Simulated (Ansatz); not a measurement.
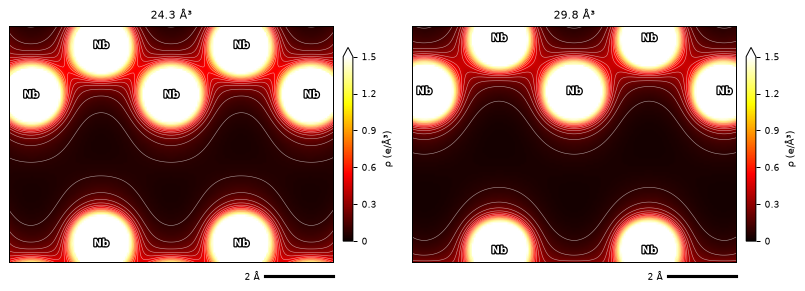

Nb. The valence pseudo-density of cells scaled evenly to different volumes (given per atom above each panel), on the (11̄0) plane of each (indices in the axes of the cell below), at one length scale and on one colour scale.

A generated structure, not necessarily the stable one.

Computed with DFT, BLYP, plane waves (420 eV) with PAW, scalar-relativistic in Ansatz 0.2.0.

The largest cell:

```
Nb
1.0
     0.00000    3.10036    3.10036
     3.10036    0.00000    3.10036
     3.10036    3.10036    0.00000
Nb
2
Direct
  0.12500 0.12500 0.12500
  0.87500 0.87500 0.87500
```

| volume (Å³/atom) | Nb–Nb contact in the plane (Å) | ρ at its midpoint (e/Å³) | 
| --- | --- | --- |
| 24.28 | 2.508 | 0.536 | 
| 27.59 | 2.617 | ? | 
| 29.80 | 2.685 | 0.424 | 

**Estimate the missing row, and compare with the calculation.**

Over the known rows ln ρ falls by 1.32 per Å of Nb–Nb distance (the line through the two), which gives 0.464 e/Å³ at 2.617 Å; the calculation gives 0.462 e/Å³.
